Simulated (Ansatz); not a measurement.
# ZnSe: what the fields show

```xyz
8
Lattice="6.9446 0.0000 0.0000 0.0000 6.9446 0.0000 0.0000 0.0000 3.8511" Properties=species:S:1:pos:R:3 pbc="T T T"
Zn    4.6485    4.6485    1.9255
Zn    1.1762    5.7684    0.9628
Zn    2.2961    2.2961    0.0000
Zn    5.7684    1.1762    2.8883
Se    5.7707    5.7707    0.0000
Se    2.2984    4.6461    2.8883
Se    1.1738    1.1738    1.9255
Se    4.6461    2.2984    0.9628
```

Space group P4₁2₁2; a structure generated by program, which may or may not match a known phase.

Level of theory: DFT PBE, scalar-relativistic, plane waves, PAW (Ansatz).

In a PAW calculation such maps are meaningful between the atoms, not at the nuclei.

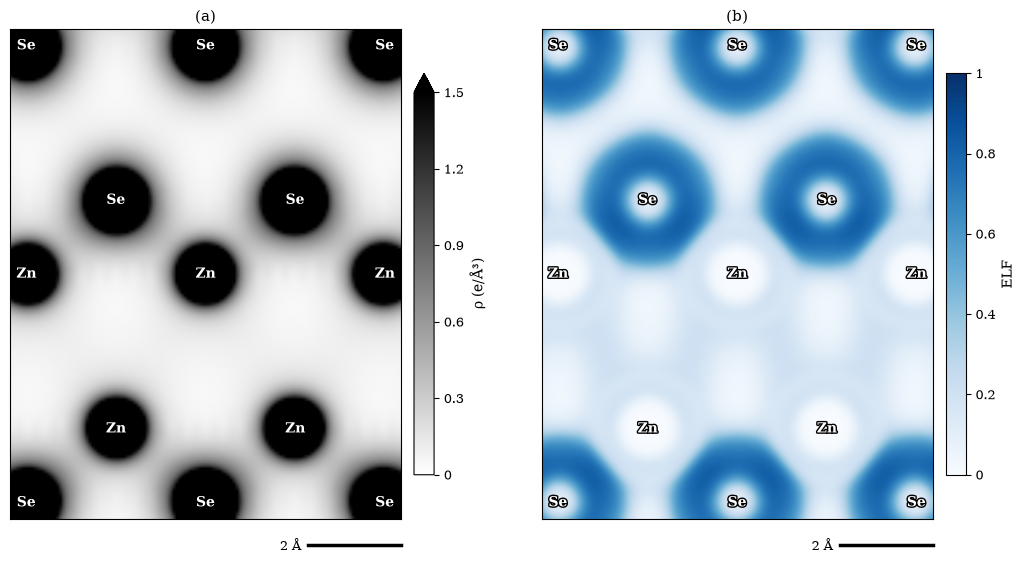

Figure 1. (a) valence pseudo-density; (b) electron localisation function on the (11̄0) plane of the conventional cell.

**What does the map show?**

- Atoms in the plane: Zn and Se.
- Zn–Se (2.50 Å): ρ is about 0.43 e/Å³ halfway; the ELF is about 0.60 at the midpoint.
- Between the atoms the lowest density in this plane is 0.04 e/Å³.

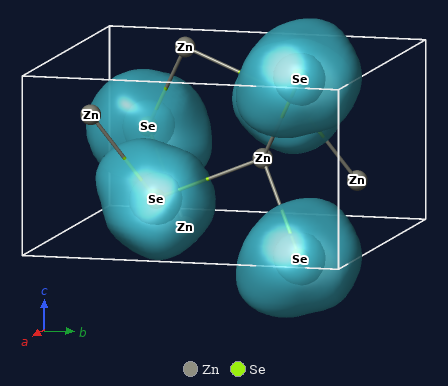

Figure 2. Isosurface of the electron localisation function at 0.65 (cyan), seen slightly off an axis. Only the valence region is drawn (cores and ρ < 0.01 e/Å³ removed). Sticks mark near contacts.

**Where are the electrons localised?**

The ELF exceeds this value in four regions wrapped around Se (the valence shell of each), counted in one cell of 8 atoms. Regions shared between cells count once.


 Zn–Se (2.54 Å): the ELF is about 0.60 at the midpoint.

**Metal or insulator at this level of theory?**

It is gapped, with a Kohn–Sham gap of 0.68 eV on the k-point mesh (the band edges may lie off the mesh, which would make the gap smaller).
